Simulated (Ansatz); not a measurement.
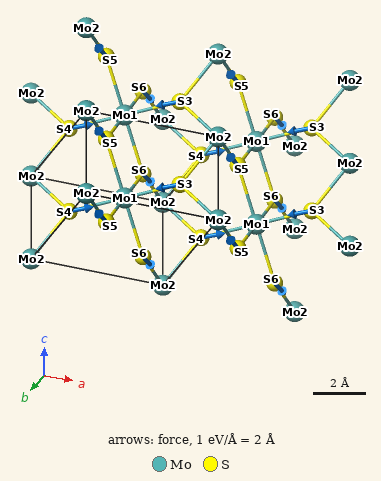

Starting geometry of a crystal of MoS₂ (built on the MgF2-58 type type) with the computed forces as blue arrows. A ball-and-stick model of the cell of the calculation, repeated 2 × 1 × 2 with one cell outlined, seen from a free direction.

All numbers below come from DFT, PBEsol, plane waves, PAW (Ansatz). Settings: plane-wave cutoff 420 eV; k-point mesh 4 × 4 × 6; occupations fermi dirac; smearing width 0.03 eV; no spin polarisation; cell and atoms relaxed; force threshold 0.01 eV/Å; at most 120 steps.

Is this structure relaxed? If not, where do the atoms go?

It isn't relaxed: the largest force vector, on S atoms, is 0.52 eV/Å. The final displacements follow the starting forces only in part (cosine between the two patterns 0.34). Over 10 accepted moves (13 points after the start) the energy falls by 1.554 eV per cell of the calculation. The largest force component goes from 0.37 to 0.0002 eV/Å. Pressure: −4.43 GPa at the start and 0.00 GPa at the end. The line search rejected the trial step at point 6 of the run. The SCF was repeated twice at an unchanged geometry on a basis and grid sized afresh for the cell, which shifted the energy by 1.2 meV per cell of the calculation at most. The largest moves relative to the cell, 0.58 Å, are those of S3, S4, S5 and S6. S6 goes along [2 −1 0]. Mo stays in place. The drawn cell changes as follows: a 5.514 → 5.166 Å (−6.3 %), b 5.622 → 5.948 Å (+5.8 %), c 3.672 → 3.101 Å (−15.5 %); the volume changes by −16.3 %. Some distances before and after: S3–S4 3.745 → 2.503 Å, Mo1–S3 2.393 → 2.365 Å, Mo1–S5 2.406 → 2.390 Å. Bond angles that change, for instance: Mo2–S3–Mo2 99.5° → 80.9°, S5–Mo1–S6 80.5° → 99.1°, S5–Mo1–S5 99.5° → 80.9°. The space group stays Pnnm (No. 58). The run took 47 s on 2 threads of AMD EPYC 7R13 Processor (Zen 3), on a shared host, peak memory 0.47 GiB.
